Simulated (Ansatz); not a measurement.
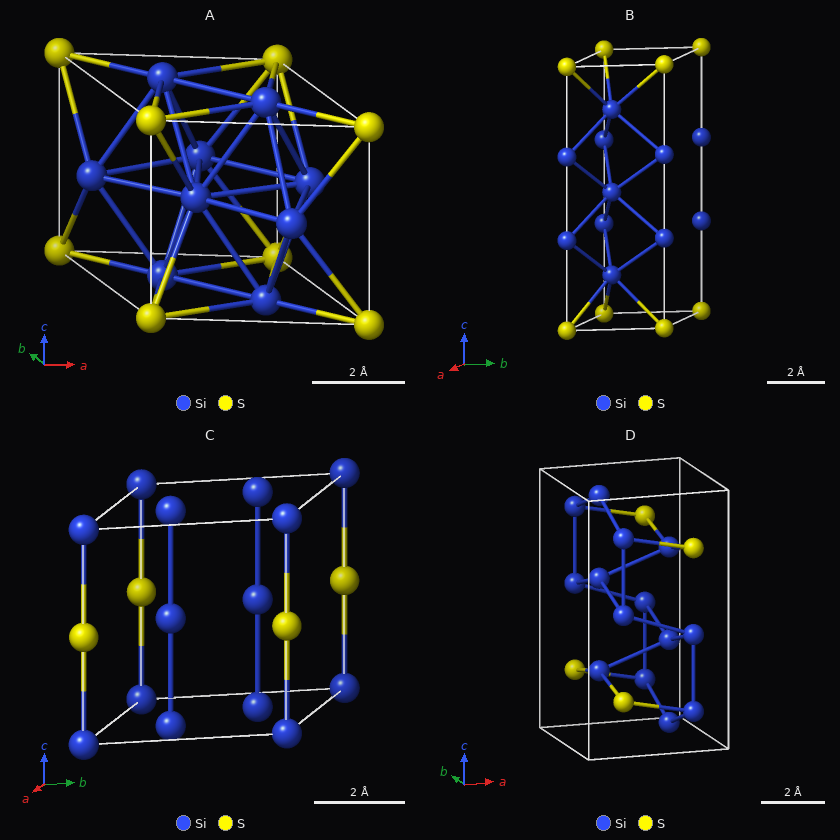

Four structures of Si$_{5}$S, each relaxed to rest (conventional cells in solid outline, small ones repeated, each panel with its own scale). Method: Ansatz 0.2.0, DFT PBE, scalar-relativistic, plane waves, PAW, without spin polarisation.

Question: Give the type and space group of each panel.

Answer: A: 6 atoms a cell on a primitive hexagonal lattice, P-62m; B: 6 atoms a cell on a primitive hexagonal lattice, P-6m2; C: 6 atoms a cell on a primitive hexagonal lattice, P6/mmm; D: 12 atoms a cell on a primitive orthorhombic lattice, Pmma.

Question: Rank them by energy, lowest first.

Answer: D, then C (+85 meV/atom), B (+125 meV/atom) and A (+305 meV/atom), energies at zero smearing.

Question: Collect the results in a table.

Answer:
| panel | structure | E − E(lowest) (meV/atom) | volume (Å³/atom) | gap (eV) |
| --- | --- | --- | --- | --- |
| D | Pmma | 0 | 15.8 | metal |
| C | P6/mmm | 85 | 15.3 | metal |
| B | P-6m2 | 125 | 16.5 | metal |
| A | P-62m | 305 | 15.0 | metal |

Some of these may be structure types tried for this composition rather than known phases, and the most stable form need not be among them. Gaps are taken on the k-mesh or band path of each run.
